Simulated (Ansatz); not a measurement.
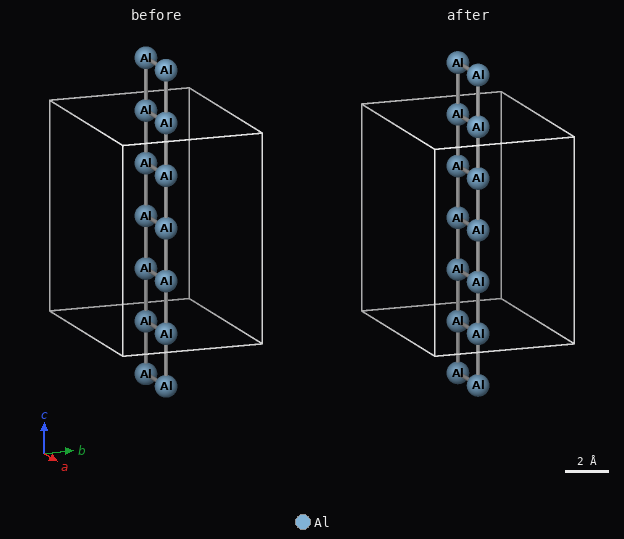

The structure of a wire of composition Al before (left) and after (right) a relaxation, at one scale.

Style: ball-and-stick. Shown: the 2 repeat of the cell, with the vacuum cut short, slightly off an axis.

Case: ladder chain of atoms.

Theory: Ansatz 0.2.0, DFT r2SCAN, scalar-relativistic, plane waves, PAW.

The input:
```yaml
crystal:
  lattice:
    - [11.7, 0.0, 0.0]
    - [0.0, 9.3, 0.0]
    - [0.0, 0.0, 5.0809943168]
  atoms:
    - { symbol: Al, position: [0.3860033326, 0.5, 0.0], spin: 0.5 }
    - { symbol: Al, position: [0.3860033326, 0.5, 0.5], spin: 0.5 }
    - { symbol: Al, position: [0.6139966674, 0.5, 0.0], spin: 0.5 }
    - { symbol: Al, position: [0.6139966674, 0.5, 0.5], spin: 0.5 }
basis:
  ecutwfc: 500
kpoints:
  mp_grid: { grid: [1, 1, 13] }
hamiltonian:
  xc: r2scan
scf:
  occupations: { method: gaussian, width: 0.05 }
output:
  forces: true
  stress: true
  eigenvalues: true
  populations: true
  write_density: true
  write_potential: true
  elf: true
  volumetric_format: npy
magnetization:
  spin_polarized: true
relax:
  adjacent_minimum: "off"
  f_tol: 0.01
  max_steps: 45
  cell: { fix: [a, b, alpha, beta, gamma], stress_tol: 0.03 }
```

Run as
```bash
ansatz run input.yaml --threads 2 --pin off --max-ram 5120MiB --backend cpu --events-out ev --progress --plain --runs-dir out
```

Question: Summarise the run.

Answer: The energy falls by 30.3 meV per cell of the calculation in 3 accepted moves (4 points after the start). The largest force component goes from 0.051 to 0.00067 eV/Å. The SCF was repeated once at an unchanged geometry on a basis and grid sized afresh for the cell, which shifted the energy by 0.1 meV per cell of the calculation at most. The atoms keep their places relative to the layer's centre (all moves are under 0.005 Å). Along the periodic axis the drawn cell goes c 10.162 → 9.978 Å (−1.8 %). Some distances before and after: Al1–Al2 2.540 → 2.495 Å, Al1–Al3 2.668 → 2.674 Å. The program noted that the starting moments weren't kept. The run took 2.4 min on 2 threads of Arm Neoverse V1, on a shared host, peak memory 1.8 GiB.

Limits of the set-up: the k-point mesh is coarse for a cell with partly filled bands.
